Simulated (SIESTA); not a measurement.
System: WS₂ (space group P6_3/mmc).

Calculation (SIESTA 5.4.2): DFT in numerical atomic orbitals with pseudopotentials, no spin polarisation; energies at scaled volumes of the given cell, shape and fractions fixed, counted from the fit's minimum, third-order Birch-Murnaghan fit. All runs: no spin polarisation.

- k mesh: 7×7×2
- occupations: Fermi–Dirac
- smearing width: 0.05 eV

Settings that differ: vdW-DF-cx: potentials PseudoDojo-0.4-standard, converted-to-PSML; PBE + D3(BJ): potentials PseudoDojo-0.4-standard, converted-to-PSML; PBE: potentials SG15-1.2,-converted-to-PSML or-PseudoDojo-by-element.

What does the calculation give for the energy against volume, with one curve for each functional? The cases: vdW-DF-cx; PBE + D3(BJ); PBE.

The fitted equilibrium volumes, smallest first, are PBE 17.412, PBE + D3(BJ) 18.406, vdW-DF-cx 18.458 Å³/atom. The fitted bulk moduli, smallest first, are PBE + D3(BJ) 161.0, vdW-DF-cx 161.9, PBE 188.6 GPa.

vdW-DF-cx:
```json
{"volume (Å³/atom)": "17.15", "energy (meV/atom)": "53.43"}
{"volume (Å³/atom)": "17.52", "energy (meV/atom)": "26.74"}
{"volume (Å³/atom)": "17.88", "energy (meV/atom)": "9.68"}
{"volume (Å³/atom)": "18.25", "energy (meV/atom)": "1.27"}
{"volume (Å³/atom)": "18.61", "energy (meV/atom)": "0.61"}
{"volume (Å³/atom)": "18.97", "energy (meV/atom)": "6.96"}
{"volume (Å³/atom)": "19.34", "energy (meV/atom)": "19.56"}
```

PBE + D3(BJ):
```json
{"volume (Å³/atom)": "17.15", "energy (meV/atom)": "48.85"}
{"volume (Å³/atom)": "17.52", "energy (meV/atom)": "23.66"}
{"volume (Å³/atom)": "17.88", "energy (meV/atom)": "7.95"}
{"volume (Å³/atom)": "18.25", "energy (meV/atom)": "0.72"}
{"volume (Å³/atom)": "18.61", "energy (meV/atom)": "1.11"}
{"volume (Å³/atom)": "18.97", "energy (meV/atom)": "8.37"}
{"volume (Å³/atom)": "19.34", "energy (meV/atom)": "21.78"}
```

PBE:
```json
{"volume (Å³/atom)": "17.15", "energy (meV/atom)": "2"}
{"volume (Å³/atom)": "17.52", "energy (meV/atom)": "0"}
{"volume (Å³/atom)": "17.88", "energy (meV/atom)": "7"}
{"volume (Å³/atom)": "18.25", "energy (meV/atom)": "21"}
{"volume (Å³/atom)": "18.61", "energy (meV/atom)": "42"}
{"volume (Å³/atom)": "18.97", "energy (meV/atom)": "70"}
{"volume (Å³/atom)": "19.34", "energy (meV/atom)": "102"}
```

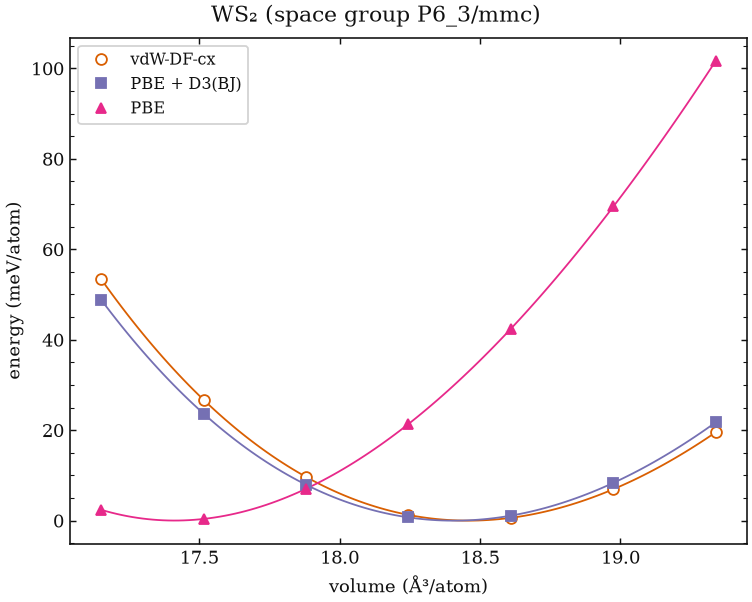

Caveats: mulliken charges of long orbitals (PBE + D3(BJ), PBE); short basis over semicore shells (vdW-DF-cx, PBE + D3(BJ)); shape and atomic fractions are frozen while scaling, which makes layered, chain and framework solids too stiff.
